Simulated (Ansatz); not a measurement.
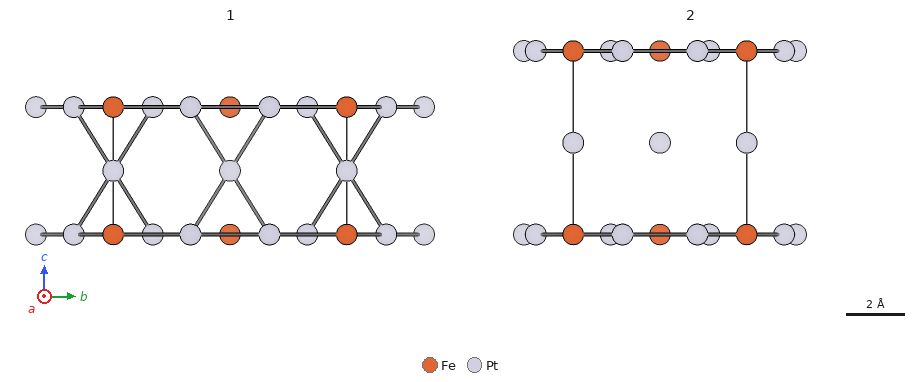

Two geometries of solid FePt3 (a generated structure, set up in Cmmm) (coarse preliminary run), drawn at one scale. One is the start of a relaxation, the other its converged end. A ball-and-stick model of the conventional cell (2 times the calculation's cell), seen along the a axis. Lengths and directions refer to the drawn axes.

Method: DFT PBE, scalar-relativistic, plane waves, PAW (Ansatz 0.2.0). Set-up: plane-wave cutoff 420 eV; k-point mesh 6 × 6 × 4; occupations gaussian; smearing width 0.1 eV; collinear spin; cell and atoms relaxed; force threshold 0.04 eV/Å; at most 70 steps.

Which geometry has the lower energy?

Structure 1 is the relaxed one. The largest moves relative to the cell, 0.38 Å, are those of Pt atoms. Fe stays in place. The drawn cell changes as follows: a 3.725 → 4.448 Å (+19.4 %), b 6.002 → 8.080 Å (+34.6 %), c 6.350 → 4.409 Å (−30.6 %); the volume changes by +11.6 %. Some distances before and after: Fe–Pt 1.705 → 2.673 Å, Pt–Pt 3.429 → 2.594 Å, Pt–Pt 1.907 → 2.579 Å, Fe–Pt 2.269 → 2.610 Å. New bonds form: Pt–Pt (3.43 → 2.59 Å). Bond angles that change, for instance: Pt–Pt–Pt 155.2° → 119.1°, Fe–Pt–Pt 157.6° → 178.9°, Fe–Pt–Pt 77.6° → 59.6°. The space group stays Cmmm (No. 65). The energy falls by 8208 meV per atom in 12 accepted moves (14 points after the start). The largest force component goes from 39 to 0.029 eV/Å. The pressure goes from 197.32 to −0.30 GPa. The SCF was repeated twice at an unchanged geometry on a basis and grid sized afresh for the cell, which shifted the energy by 141 meV per atom at most. Cost: 2 min on 4 threads of Intel(R) Xeon(R) Processor @ 2.70GHz, on a shared host, peak memory 0.59 GiB.
